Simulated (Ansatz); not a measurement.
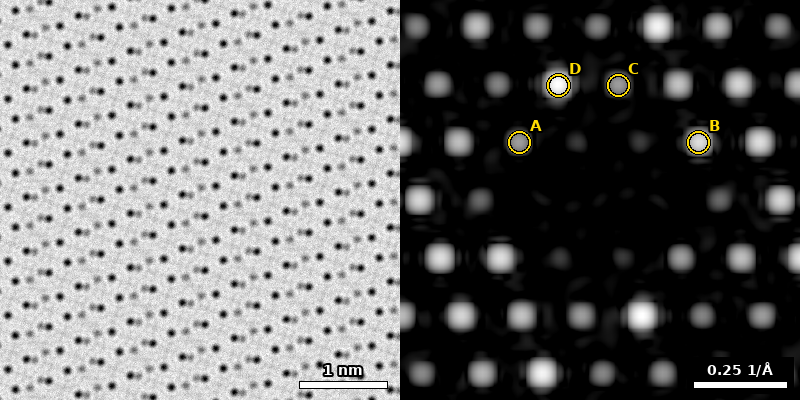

Phase-contrast TEM-like image of a crystal. Simulated in the weak-phase-object approximation with neutral-atom potentials: 300 kV, Cs = 40 µm, defocus −106 Å (negative is underfocus), defocus spread 8 Å, aperture 1.15 1/Å. Shot noise was added.

The right panel is the modulus of the image's Fourier transform on a logarithmic scale.

Which lattice spacings do the marked spots stand for, and what angle do A and B enclose?

A: 3.7 Å, B: 3.2 Å, C: 3.1 Å, D: 3.0 Å; A and B enclose about 114°.

The crystal is Se (R-3m, No. 166) along [100]; the spots are (0 1 -4), (0 -2 -1), (0 -1 -5) and (0 0 -6). Model: the end point of a relaxation with Ansatz, DFT PBEsol, scalar-relativistic, plane waves, PAW; the starting structure was generated, so it need not be a known form of this composition.
